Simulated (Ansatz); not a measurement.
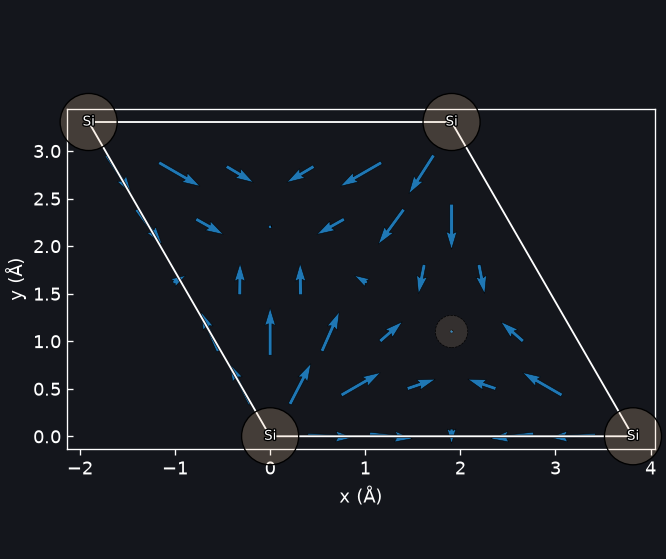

N₂ on a Si(001) slab cut from the P6_3/mmc phase, its upper half relaxed before the scan (32 atoms of substrate and one adsorbate in a 2 × 2 cell). N2 is moved over the surface cell at a fixed height above a rigid substrate; the origin of the map has the adsorbate above Si29; the height is held at 3.10 Å. Places are given modulo a cell vector. The map is drawn in real space over the plane of the surface. The scan uses a 6 × 6 grid; 10 points were computed and 26 follow by symmetry. Places are given in fractions of the 1 × 1 surface cell. At a fixed height the lowest place need not be the adsorption site. Level of theory: DFT PBE+D3(BJ), scalar-relativistic, plane waves, PAW in Ansatz. Settings: cutoff 420 eV, k-mesh 6×6×1, gaussian smearing 0.05 eV, no spin polarisation.

The picture shows arrows along the force (downhill), their lengths compressed, labelled circles for the atoms of the top layer and small ones for the second layer, the outline of one cell of the plane.

Question: The arrows alone are given. Where are the wells?

Answer: The arrows converge at a threefold hollow, (2/6, 4/6) of the cell vectors; a threefold hollow over a second-layer Si atom, (4/6, 2/6) of the cell vectors (7 meV up) (read from the interpolated surface).

The energy map of the same scan:

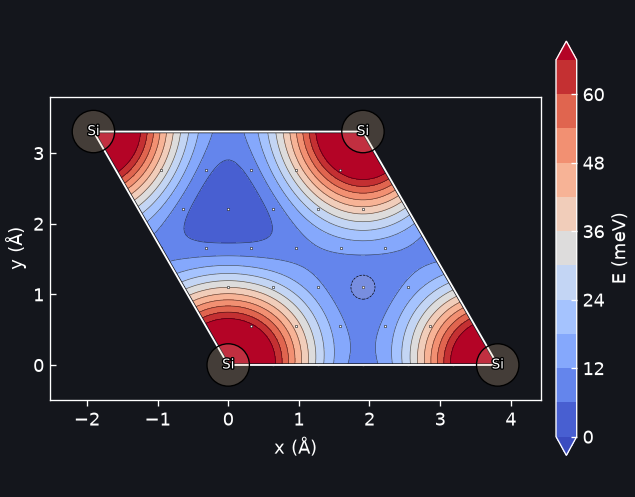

Energies are in meV, from the lowest grid point; between grid points the surface is interpolated.

PAW datasets: the set soft_1.
